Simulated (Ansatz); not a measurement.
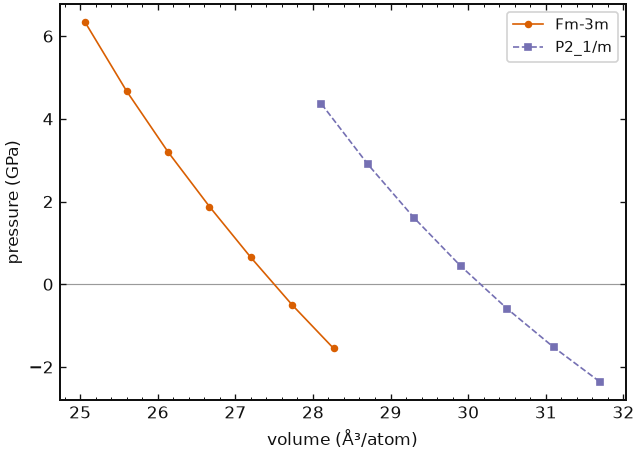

The picture above shows the pressure against volume, with one curve for each structure, for Sb.

How it was computed, with Ansatz 0.2.0: all-electron LAPW DFT, no spin polarisation; energies at scaled volumes of the given cell, shape and fractions fixed, counted from the fit's minimum, third-order Birch-Murnaghan fit. Level: PBE.

- occupations: Fermi–Dirac
- smearing width: 0.05 eV
- potentials: all electron LAPW, scalar relativistic

Settings that differ: Fm-3m: k mesh 10×10×10; P2_1/m: k mesh 9×6×6.

Order the curves by fitted equilibrium volume, smallest first.

Fm-3m 27.493, P2_1/m 30.150 Å³/atom.

Order the curves by fitted bulk modulus, smallest first.

P2_1/m 52.8, Fm-3m 58.0 GPa.

For Fm-3m: how does the pressure vary with volume?

It falls from 6.33 GPa at volume 25.07 Å³/atom to −1.55 GPa at 28.27 Å³/atom, and changes sign near 27.50 Å³/atom.

For P2_1/m: what does the pressure do across the range?

It falls from 4.36 GPa at volume 28.11 Å³/atom to −2.36 GPa at 31.70 Å³/atom, and changes sign near 30.16 Å³/atom.
